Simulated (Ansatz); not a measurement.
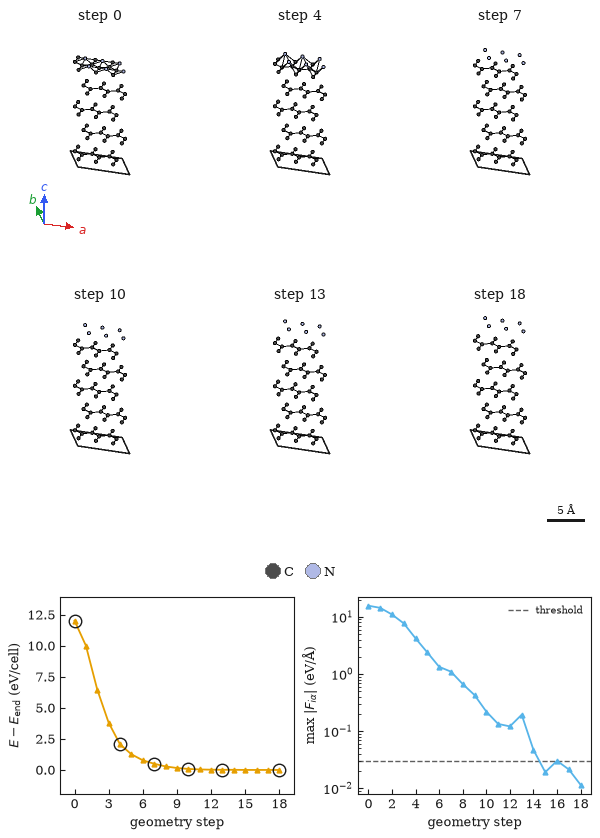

Frames of a constrained relaxation of a slab of composition C10N (cut from the Fmmm phase), marked on the history of the run. Style: ball-and-stick. Shown: the 3 × 2 repeat of the cell, outlined in the plane, without the vacuum, from a free direction.

Case: N put at a hollow C-C site. The slab is the (0 0 1) face of C with N on it. 4 atoms are held fixed.

The calculation used DFT PBE+D3(BJ), scalar-relativistic, plane waves, PAW in Ansatz 0.2.0.

Input
```yaml
crystal:
  lattice:
    - [2.4655379968, 0.0, 0.0]
    - [-1.2327689984, 2.1341461181, 0.0]
    - [0.0, 0.0, 32.5979680033]
  atoms:
    - { symbol: C, position: [0.0833101796, 0.1666203592, 0.2607524494] }
    - { symbol: C, position: [0.4166898204, 0.8333796408, 0.2607524494] }
    - { symbol: C, position: [0.5833101796, 0.1666203592, 0.3650391026] }
    - { symbol: C, position: [0.9166898204, 0.8333796408, 0.3650391026] }
    - { symbol: C, position: [0.0833101796, 0.1666203592, 0.4693232413] }
    - { symbol: C, position: [0.4166898204, 0.8333796408, 0.4693232413] }
    - { symbol: C, position: [0.5833101796, 0.1666203592, 0.5736098945] }
    - { symbol: C, position: [0.9166898204, 0.8333796408, 0.5736098945] }
    - { symbol: C, position: [0.0833101796, 0.1666203592, 0.6778940332] }
    - { symbol: C, position: [0.4166898204, 0.8333796408, 0.6778940332] }
    - { symbol: "N", position: [0.75, 0.5, 0.6895512015] }
basis:
  ecutwfc: 420
kpoints:
  mp_grid: { grid: [12, 12, 1] }
hamiltonian:
  xc: pbe
  dispersion: d3bj
scf:
  occupations: { method: gaussian, width: 0.1 }
output:
  forces: true
  eigenvalues: true
relax:
  adjacent_minimum: "off"
  f_tol: 0.03
  max_steps: 70
  constraints: [{ sites: [0, 1, 2, 3] }]
efield:
  axis: 3
  dipole_correction: true
  ramp_width: 0.04
```

Launched with:
```bash
ansatz run input.yaml --threads 1 --pin off --max-ram 2560MiB --backend cpu --events-out ev --progress --plain --runs-dir out
```

### Describe the path.

After 18 geometry steps the energy has fallen by 12.024 eV per cell of the calculation. The largest force component goes from 16 to 0.011 eV/Å. The largest move is that of N11, 2.92 Å along the normal (+c). Largest moves by element: N 2.92 Å, C 0.01 Å. The lattice vectors keep their values. Among the contacts that change: C10–N11 1.473 → 3.581 Å. Bonds break: C10–N11 (1.47 → 3.58 Å), C9–N11 (1.47 → 3.58 Å). From step 0 to 4: N11 moves most (0.69 Å), energy −9.959 eV per cell of the calculation. From step 4 to 7: N11 moves most (0.58 Å), energy −1.566 eV per cell of the calculation. From step 7 to 10: N11 moves most (0.59 Å), energy −0.416 eV per cell of the calculation. From step 10 to 13: N11 moves most (0.58 Å), energy −70.9 meV per cell of the calculation. From step 13 to 18: N11 moves most (0.47 Å), energy −11.2 meV per cell of the calculation.

```json
{"step": "0", "E − E(0), meV/atom": "0.00", "largest force component, eV/Å": "15.6716"}
{"step": "1", "E − E(0), meV/atom": "-182.72", "largest force component, eV/Å": "14.3727"}
{"step": "2", "E − E(0), meV/atom": "-504.73", "largest force component, eV/Å": "10.9996"}
{"step": "3", "E − E(0), meV/atom": "-746.74", "largest force component, eV/Å": "7.6861"}
{"step": "4", "E − E(0), meV/atom": "-905.40", "largest force component, eV/Å": "4.2055"}
{"step": "5", "E − E(0), meV/atom": "-978.43", "largest force component, eV/Å": "2.3803"}
{"step": "6", "E − E(0), meV/atom": "-1022.35", "largest force component, eV/Å": "1.3358"}
{"step": "7", "E − E(0), meV/atom": "-1047.75", "largest force component, eV/Å": "1.0988"}
{"step": "8", "E − E(0), meV/atom": "-1067.33", "largest force component, eV/Å": "0.6666"}
{"step": "9", "E − E(0), meV/atom": "-1078.77", "largest force component, eV/Å": "0.4279"}
{"step": "10", "E − E(0), meV/atom": "-1085.61", "largest force component, eV/Å": "0.2200"}
{"step": "11", "E − E(0), meV/atom": "-1089.50", "largest force component, eV/Å": "0.1338"}
{"step": "12", "E − E(0), meV/atom": "-1091.20", "largest force component, eV/Å": "0.1211"}
{"step": "13", "E − E(0), meV/atom": "-1092.05", "largest force component, eV/Å": "0.1939"}
{"step": "14", "E − E(0), meV/atom": "-1092.12", "largest force component, eV/Å": "0.0469"}
{"step": "15", "E − E(0), meV/atom": "-1092.96", "largest force component, eV/Å": "0.0191"}
{"step": "16", "E − E(0), meV/atom": "-1093.04", "largest force component, eV/Å": "0.0302"}
{"step": "17", "E − E(0), meV/atom": "-1093.03", "largest force component, eV/Å": "0.0213"}
{"step": "18", "E − E(0), meV/atom": "-1093.07", "largest force component, eV/Å": "0.0115"}
```

Limits of the set-up: the cell has an odd number of electrons but was run without spin polarisation; the periodic images lie only 2.5 Å apart, so the values are limited by the cell's size.
